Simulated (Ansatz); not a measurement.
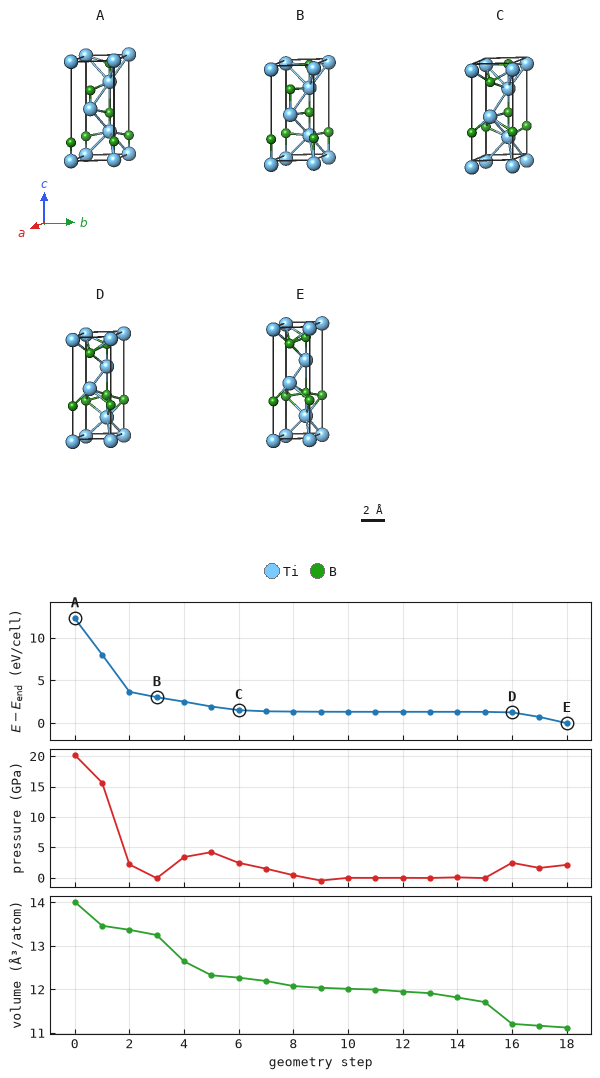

Frames of a relaxation of solid TiB (a generated structure, set up in P6_3mc), marked on the history of the run. A ball-and-stick model of the cell of the calculation, seen slightly off an axis.

Case: stacking ABCB.

The calculation used DFT PBEsol, scalar-relativistic, plane waves, PAW (Ansatz).

Input file:
```yaml
crystal:
  lattice:
    - [3.8296272382, 0.0, 0.0]
    - [-1.9148136191, 3.3165544753, 0.0]
    - [0.0, 0.0, 8.8260836013]
  atoms:
    - { symbol: Ti, position: [0.0, 0.0, 0.0] }
    - { symbol: B, position: [0.0, 0.0, 0.1875] }
    - { symbol: Ti, position: [0.3333333333, 0.6666666667, 0.25] }
    - { symbol: B, position: [0.3333333333, 0.6666666667, 0.4375] }
    - { symbol: Ti, position: [0.6666666667, 0.3333333333, 0.5] }
    - { symbol: B, position: [0.6666666667, 0.3333333333, 0.6875] }
    - { symbol: Ti, position: [0.3333333333, 0.6666666667, 0.75] }
    - { symbol: B, position: [0.3333333333, 0.6666666667, 0.9375] }
basis:
  ecutwfc: 420
kpoints:
  mp_grid: { grid: [12, 12, 5] }
hamiltonian:
  xc: pbesol
scf:
  occupations: { method: gaussian, width: 0.1 }
output:
  forces: true
  stress: true
  eigenvalues: true
  populations: true
  write_density: true
  write_potential: true
  elf: true
  volumetric_format: npy
relax:
  adjacent_minimum: "off"
  f_tol: 0.01
  max_steps: 45
  cell: { stress_tol: 0.05 }
```

Launched with:
```bash
ansatz run input.yaml --threads 1 --pin off --max-ram 2560MiB --backend cpu --events-out ev --progress --plain --runs-dir out
```

**Describe the path.**

The run was cut off at its time limit before the relaxation converged, so the last structure is only a point on the way. The largest moves relative to the cell, 1.50 Å, are those of B2 and B6. B6 goes along +c. By element the largest moves are B 1.50 Å, Ti 0.77 Å. Cell: a = b 3.830 → 3.223 Å (−15.8 %), c 8.826 → 9.894 Å (+12.1 %). Volume −20.6 %. Near-neighbour distances that change, for instance: Ti1–B2 1.655 → 3.518 Å, B2–B4 3.124 → 1.901 Å, B2–Ti5 3.535 → 2.346 Å, Ti1–Ti3 3.124 → 2.634 Å. New bonds form: B2–Ti5 (3.53 → 2.35 Å), Ti1–B6 (3.53 → 2.35 Å). Bonds break: Ti1–B2 (1.65 → 3.52 Å), Ti5–B6 (1.65 → 3.52 Å). Bond angles that change, for instance: Ti7–B6–Ti7 114.3° → 80.7°, B4–Ti5–B4 114.3° → 98.2°, Ti1–B8–Ti1 114.3° → 98.2°. The space group stays P6_3mc (No. 186). After 18 geometry steps the energy has fallen by 12.285 eV per cell of the calculation. Largest force component: 9.8 eV/Å at the start, 0.5 eV/Å at the end. Pressure: 20.22 GPa at the start and 2.14 GPa at the end. Cost: 9 min on 1 thread of Arm Neoverse V2, with other jobs on the host, peak memory 0.49 GiB. From step 0 to 3: B atoms move most (0.35 Å), volume −5.4 %, energy −9.244 eV per cell of the calculation. From step 3 to 6: B atoms move most (0.53 Å), volume −7.4 %, energy −1.519 eV per cell of the calculation. From step 6 to 16: B atoms move most (0.52 Å), volume −8.7 %, energy −0.263 eV per cell of the calculation. From step 16 to 18: B atoms move most (0.17 Å), volume −0.8 %, energy −1.258 eV per cell of the calculation.

```csv
step,"E − E(0), meV/atom","largest force component, eV/Å","pressure, GPa","volume, Å³/atom"
0,0.00,9.8383,20.22,14.013
1,-530.00,6.8534,15.66,13.464
2,-1076.44,2.1938,2.21,13.371
3,-1155.56,1.2889,-0.05,13.251
4,-1221.55,1.3373,3.43,12.646
5,-1292.45,0.9389,4.24,12.326
6,-1345.45,0.5602,2.47,12.272
7,-1362.60,0.2969,1.51,12.194
8,-1366.58,0.3737,0.44,12.079
9,-1368.95,0.1087,-0.44,12.039
10,-1369.70,0.0268,0.01,12.015
11,-1369.78,0.0126,0.01,11.999
12,-1369.90,0.0126,0.01,11.952
13,-1369.96,0.0054,-0.01,11.915
14,-1370.10,0.0154,0.10,11.817
15,-1370.78,0.0307,-0.03,11.711
16,-1378.28,0.6696,2.49,11.210
17,-1444.92,0.5846,1.64,11.166
18,-1535.59,0.4961,2.14,11.125
```
